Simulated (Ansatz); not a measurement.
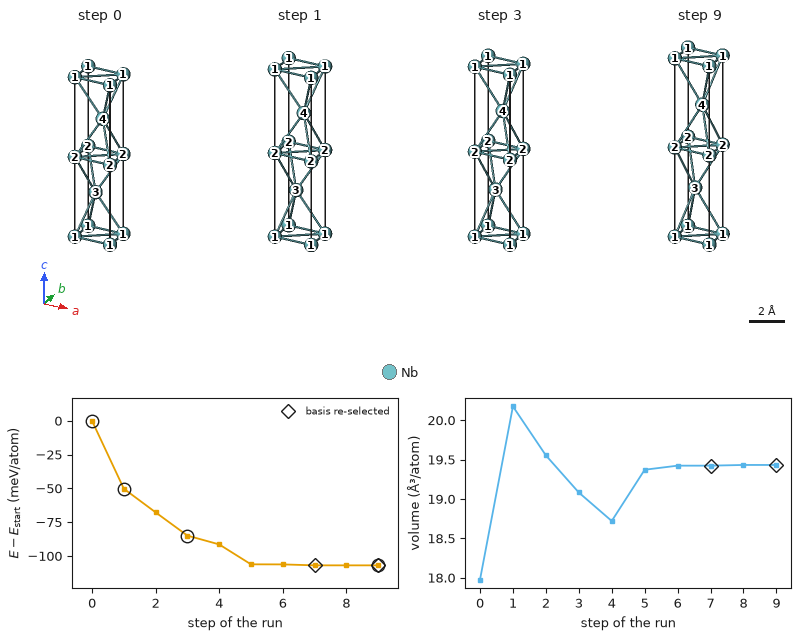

Frames of a relaxation of solid Nb (a generated structure, set up in P6_3/mmc), marked on the history of the run. The picture is a ball-and-stick view of the cell of the calculation, seen slightly off an axis.

Phase: dhcp.

All numbers below come from DFT, BLYP, plane waves (420 eV) with PAW, scalar-relativistic in Ansatz.

Input
```yaml
crystal:
  lattice:
    - [2.9403180252, 0.0, 0.0]
    - [-1.4701590126, 2.546390105, 0.0]
    - [0.0, 0.0, 9.6030786702]
  atoms:
    - { symbol: Nb, position: [0.0, 0.0, 0.0] }
    - { symbol: Nb, position: [0.0, 0.0, 0.5] }
    - { symbol: Nb, position: [0.3333333333, 0.6666666667, 0.25] }
    - { symbol: Nb, position: [0.6666666667, 0.3333333333, 0.75] }
hamiltonian:
  xc: blyp
  pseudopotentials:
    kind: paw
    azcp:
      Nb: "pseudopotentials/Nb.paw.azcp"
basis:
  ecutwfc: 420
  fft_grid_basis: typed
kpoints:
  mp_grid: { grid: [12, 12, 4], shift: [0, 0, 0] }
magnetization:
  spin_polarized: false
scf:
  occupations: { method: fermi_dirac, width: 0.1 }
relax:
  max_steps: 60
  f_tol: 0.01
  cell: {}
```

Question: Describe the path.

Answer: No atom moves by more than 0.005 Å relative to the cell. Cell: a = b 2.940 → 2.891 Å (−1.7 %), c 9.603 → 10.738 Å (+11.8 %). Volume +8.1 %. Near-neighbour distances that change, for instance: Nb1–Nb3 2.940 → 3.161 Å, Nb1–Nb1 2.940 → 2.891 Å. The space group stays P6_3/mmc (No. 194). The energy falls by 107 meV per atom in 7 accepted moves (9 points after the start). All forces vanish by symmetry, so only the cell relaxes. Pressure: 13.60 GPa at the start and 0.00 GPa at the end. The SCF was repeated twice at an unchanged geometry on a basis and grid sized afresh for the cell, which shifted the energy by 0.7 meV per atom at most. From step 0 to 1: volume +12.2 %, energy −50.2 meV per atom. From step 1 to 3: volume −5.4 %, energy −34.7 meV per atom. From step 3 to 9: volume +1.8 %, energy −22.0 meV per atom.
